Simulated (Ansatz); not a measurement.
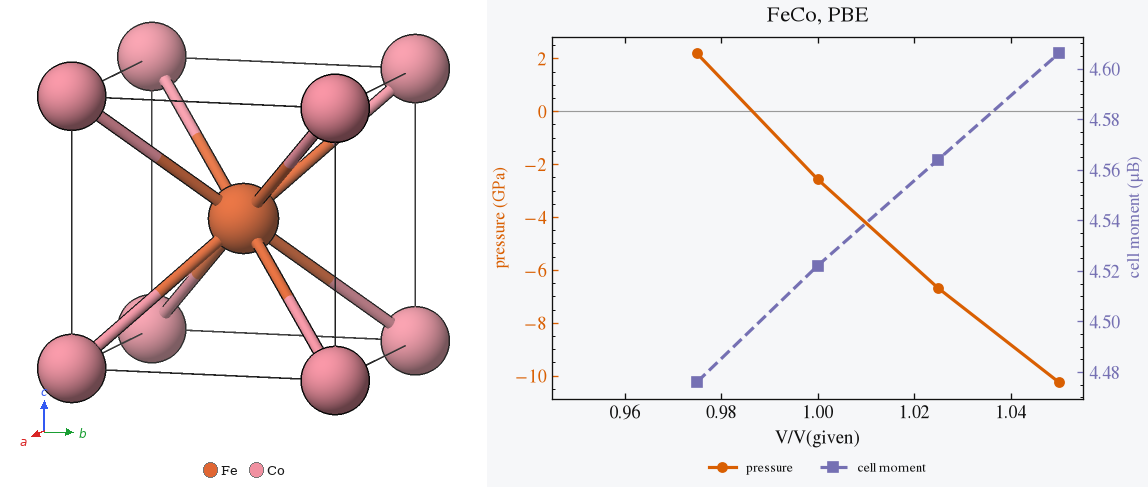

Plotted: pressure and cell moment against V/V(given) for FeCo, space group Pm-3m (No. 221). The conventional cell is drawn beside the plot.

Starting cell:
```
Fe Co
1.0
     2.85700    0.00000    0.00000
     0.00000    2.85700    0.00000
     0.00000    0.00000    2.85700
Fe Co
1 1
Direct
  0.50000 0.50000 0.50000
  0.00000 0.00000 0.00000
```

How it was computed, with Ansatz 0.2.0: periodic Kohn-Sham DFT of a crystal at fixed atoms, scaled to the stated factor times the given cell; pressure positive in compression. Level: PBE, collinear spin. The state reached is ferromagnetic.

method frozen-core PAW; relativity scalar; k mesh 11×11×11; occupations Fermi–Dirac; smearing width 0.05 eV; wave cutoff 420 eV; PAW set soft_2.

V(given) is 11.66 Å³/atom.

The point at V/V(given) 0.950 is left out of the plot. What does the calculation give there?

| V/V(given) | pressure (GPa) | cell moment (μB) |
| --- | --- | --- |
| 0.950 | 7.7 | 4.428 |

Note: run without spin, though Co and Fe often carry a moment.
